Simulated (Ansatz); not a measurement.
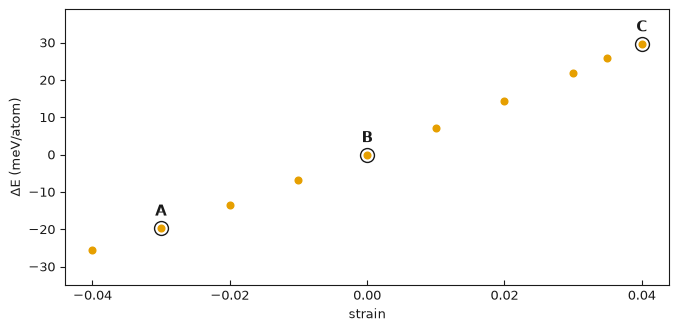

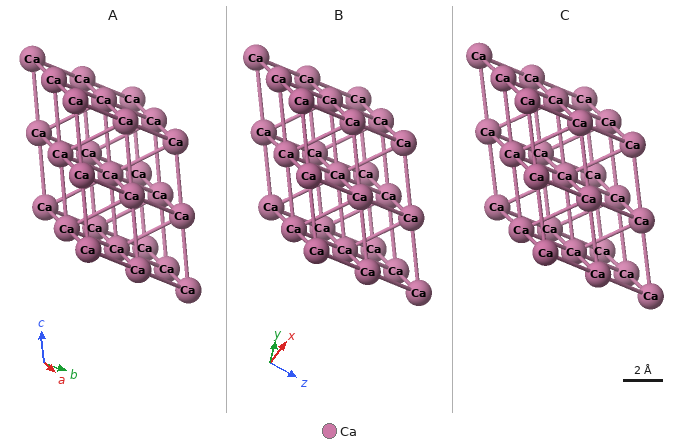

Energy scan for solid Ca (Im-3m), in which the cell is strained along z alone, with the atoms kept at their fractional coordinates. x, y and z are the Cartesian axes of the input. The lettered frames are marked on the plot. Style: ball-and-stick. Shown: the cell of the calculation, repeated 2 × 2 × 2 with one cell outlined, slightly off an axis.

Computed with Ansatz 0.2.0, DFT LDA, scalar-relativistic, plane waves, PAW. (plane-wave cutoff 420 eV; k-point mesh 16 × 16 × 16; occupations gaussian; smearing width 0.15 eV; no spin polarisation). Energies (free energies at the smearing named) are counted from the cell as listed in its source, which wasn't relaxed.

Read off the main features of the energy profile.

Of the computed points the lowest is at the strain −0.04, −25.6 meV/atom. The energy is still falling at the end of the range, so the minimum along this coordinate lies there or beyond. The end points stand at −25.6 meV/atom (−0.04) and 29.7 meV/atom (0.04). The unrelaxed reference is under a pressure of −2.5 GPa, which tilts the curve. The distortion takes the space group from Im-3m to I4/mmm. At the strain −0.04 the cell of the drawing goes a 3.880 → 3.829 Å, b 3.880 → 3.829 Å, c 3.880 → 3.829 Å, α 109.5° → 108.4°, β 109.5° → 108.4°, γ 109.5° → 111.7°.

The computed points:

| strain | ΔE (meV/atom) |
| --- | --- |
| −0.040 | −25.6 |
| −0.030 | −19.7 |
| −0.020 | −13.4 |
| −0.010 | −6.8 |
| 0.000 | 0.0 |
| 0.010 | 7.1 |
| 0.020 | 14.4 |
| 0.030 | 21.9 |
| 0.035 | 25.8 |
| 0.040 | 29.7 |
